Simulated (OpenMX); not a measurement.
# Energy of CsSnBr3 along an even scaling of the cell

System: CsSnBr3 (5 atoms in the cell).
Method: Kohn-Sham DFT of a periodic cell, PBE, OpenMX 2013 PBE set, no spin polarisation (OpenMX 3.8.5).

The 7 runs differ only in the geometry, by an even scaling of the cell at fixed fractional positions. The structure derives from a Materials Project entry.

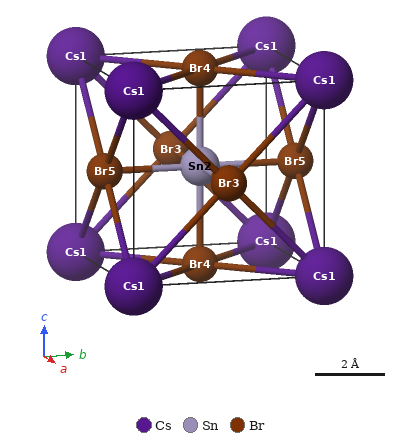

Figure 1. The structure of run 4 (ball-and-stick view of the cell of the calculation, seen slightly off an axis; atoms are numbered from 1 in the order of the input). An atom can appear more than once, as a periodic image.

## Input of run 4
```
System.CurrrentDirectory             ./
System.Name                          CsSnBr3
DATA.PATH                            ./DFT_DATA13
level.of.stdout                      1
level.of.fileout                     0
Species.Number                       3
<Definition.of.Atomic.Species
  Cs  Cs12.0-s3p2d2          Cs_PBE13
  Sn  Sn7.0-s3p2d2           Sn_PBE13
  Br  Br7.0-s3p2d2           Br_PBE13
Definition.of.Atomic.Species>

Atoms.Number                         5
Atoms.SpeciesAndCoordinates.Unit     FRAC
<Atoms.SpeciesAndCoordinates
    1  Cs    0.0000000000    0.0000000000    0.0000000000   4.500  4.500
    2  Sn    0.5000000000    0.5000000000    0.5000000000   7.000  7.000
    3  Br    0.0000000000    0.5000000000    0.5000000000   3.500  3.500
    4  Br    0.5000000000    0.5000000000    0.0000000000   3.500  3.500
    5  Br    0.5000000000    0.0000000000    0.5000000000   3.500  3.500
Atoms.SpeciesAndCoordinates>

Atoms.UnitVectors.Unit               Ang
<Atoms.UnitVectors
     5.8390056100    0.0000000000    0.0000000000
     0.0000000000    5.8390056100    0.0000000000
     0.0000000000    0.0000000000    5.8390056100
Atoms.UnitVectors>

scf.XcType                           GGA-PBE
scf.SpinPolarization                 off
scf.ElectronicTemperature            580.226
scf.energycutoff                     500.0
scf.maxIter                          100
scf.EigenvalueSolver                 band
scf.Kgrid                            5 5 5
scf.Mixing.Type                      rmm-diisk
scf.Init.Mixing.Weight               0.05
scf.Min.Mixing.Weight                0.001
scf.Max.Mixing.Weight                0.3
scf.Mixing.History                   25
scf.Mixing.StartPulay                8
scf.criterion                        1.0e-8
MD.Type                              nomd
```

Command:
```bash
openmx CsSnBr3.dat -nt 1 > CsSnBr3.std
```

Run 3 has the same physical settings and fractional positions; its lattice vectors (Å) are:
```
   5.799816    0.000000    0.000000
   0.000000    5.799816    0.000000
   0.000000    0.000000    5.799816
```

## Results, with one run withheld

| run | volume per atom (Å³) | free energy per atom, from the lowest run given (meV) | gap on the mesh (eV) |
| --- | --- | --- | --- |
| 1 | 37.426 | 27.16 | 1.73 |
| 2 | 38.222 | 16.63 | 1.76 |
| 3 | 39.019 | ? | ? |
| 4 | 39.815 | 3.71 | 1.83 |
| 5 | 40.611 | 0.86 | 1.86 |
| 6 | 41.408 | 0.00 | 1.89 |
| 7 | 42.204 | 0.97 | 1.92 |

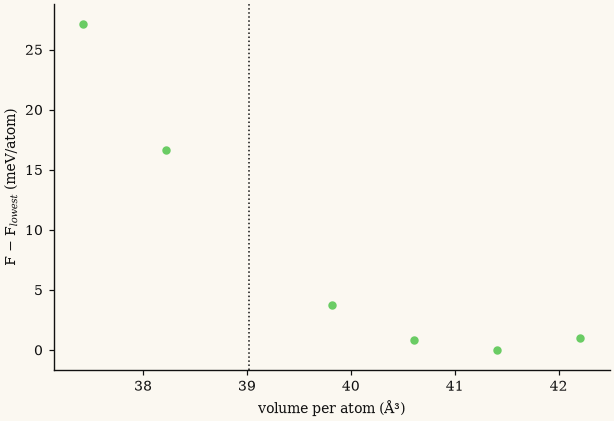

Figure 2. Free energy per atom of the runs given; the dotted line marks run 3.

Fit the runs given and predict run 3.

A cubic polynomial in V^(−2/3) (the Birch–Murnaghan form), fitted to the 6 runs given, misses them by at most 0.02 meV per atom. With x = V^(−2/3) − 0.08566 Å⁻², it reads F = 3.382 + 3316.7 x + 8.1809e+05 x² + 3.2803e+06 x³ (meV per atom). At run 3 it gives 8.90 meV per atom, and the run itself gives 8.89. The fit has its minimum at 41.365 Å³ per atom, where V d²F/dV² gives 19.2 GPa: the bulk modulus at this level, since symmetry fixes the shape and the positions. The gap on the mesh goes, without turning, from 1.73 eV in run 1 to 1.92 eV in run 7; run 3 has 1.80 eV. These are gaps of this functional on this mesh, which can miss the band edges; they aren't the measured gap.

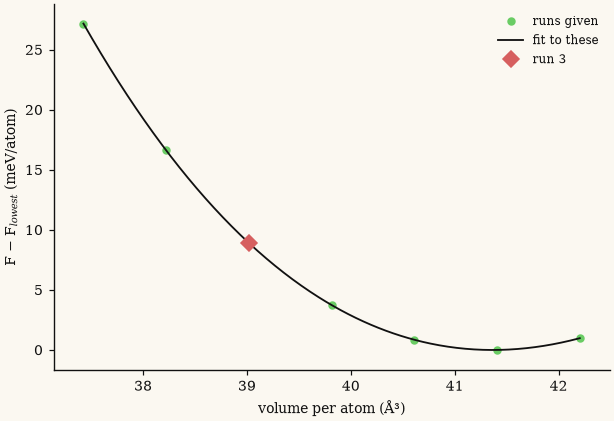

Figure 3. The fit and the withheld run.

## Some lines of the output (run 3)
```
[...]
  Cell_Volume =   1316.555769324575 (Bohr^3)
        Total energy (Hartree) at MD = 1
   kloop=0
   kloop=1
   kloop=62
```

Notes: Points of doubt noted for this run: few d functions beyond semicore. With a small basis of atomic orbitals these values can differ much from converged plane-wave results.
